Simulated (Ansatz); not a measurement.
A structure file:

```
Tl
1.0
     3.56210    0.00000    0.00000
    -1.78105    3.08487    0.00000
     0.00000    0.00000   24.72125
Tl
9
Direct
  0.00000 0.00000 0.00000
  0.33333 0.66667 0.88761
  0.00000 0.00000 0.77906
  0.66667 0.33333 0.33333
  0.00000 0.00000 0.22094
  0.66667 0.33333 0.11239
  0.33333 0.66667 0.66667
  0.66667 0.33333 0.55427
  0.33333 0.66667 0.44573
```

> Say what kind of structure these coordinates give.

The element is thallium. It is rhombohedral (trigonal R), space group R-3m (No. 166). Structure type: α-samarium (9R) type. The cell holds nine atoms.

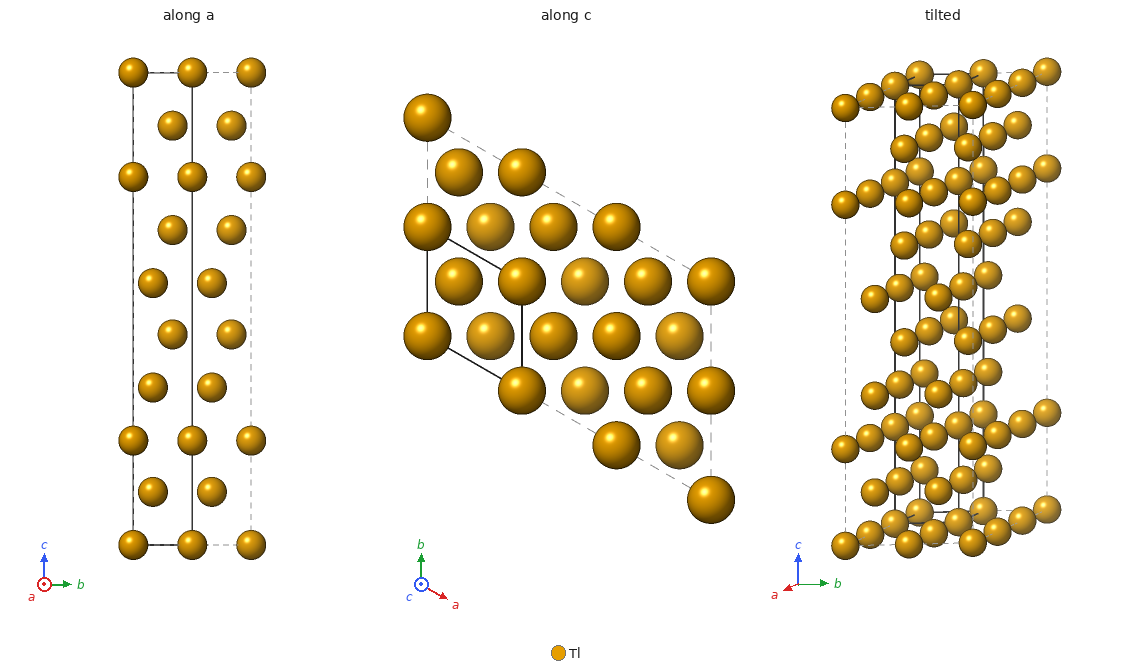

The figure gives a spheres-only picture of the atoms, viewed along the a axis, along the c axis and slightly off an axis. The structure is repeated 3×2×1 times; solid lines mark one conventional unit cell. Colours: thallium orange.

Origin of the cell: a structure listed in the Materials Project. Earlier steps of the study may have refined or changed the cell and positions. A calculation with Ansatz used it as input.

At this level of theory the cell isn't at rest (compressed, at 6 GPa), so its distances can differ from those at equilibrium, the more so the softer the solid.
